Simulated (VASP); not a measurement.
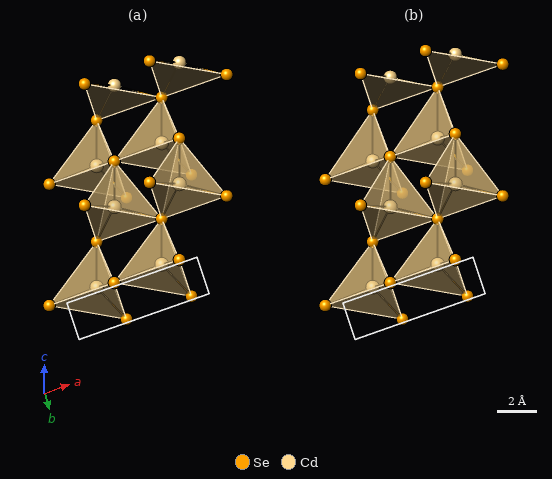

The structure of a slab of composition CdSe before (left) and after (right) a relaxation, at one scale.

Style: polyhedral. Shown: the 2 × 1 repeat of the cell, outlined in the plane, without the vacuum, from a free direction.

The run lets the atoms move in a fixed cell. 4 atoms are held fixed.

These are results of Kohn-Sham DFT of a periodic cell, RPBE, VASP PAW PBE potentials, recommended in VASP 6.6.1, not measurements.

Input
```
SYSTEM = CdSe
PREC = Accurate
ENCUT = 520
EDIFF = 1E-7
ISMEAR = 0
SIGMA = 0.05
LREAL = .FALSE.
LASPH = .TRUE.
NELM = 60
ALGO = Fast
ISIF = 2
LWAVE = .FALSE.
LCHARG = .FALSE.
LDIPOL = .TRUE.
IDIPOL = 3
DIPOL = 0.5 0.5 0.500
GGA = RP
IBRION = 2
NSW = 60
EDIFFG = -0.02
```

Command:
```bash
cat potpaw_PBE.64/Se/POTCAR potpaw_PBE.64/Cd/POTCAR > POTCAR
mpirun -np 1 vasp_std > vasp.out
```

Question: What changed between the two?

Answer: The energy falls by 0.211 eV per cell of the calculation in 16 geometry steps. Largest force component: 0.95 eV/Å at the start, 0.91 eV/Å at the end. The atom that moves furthest is a Se atom (0.60 Å along the normal (+c)). Largest moves by element: Se 0.60 Å, Cd 0.47 Å. The cell doesn't change. Among the contacts that change: Cd–Se 2.631 → 2.949 Å, Cd–Se 2.631 → 2.893 Å, Cd–Se 2.632 → 2.594 Å, Cd–Se 2.632 → 2.637 Å. Bond angles that change, for instance: Cd–Se–Cd 109.5° → 106.9°, Cd–Se–Cd 109.5° → 111.9°, Se–Cd–Se 109.5° → 111.9°. It ran on 1 thread of AMD EPYC 9R45 96-Core Processor (Zen 5) (shared host).
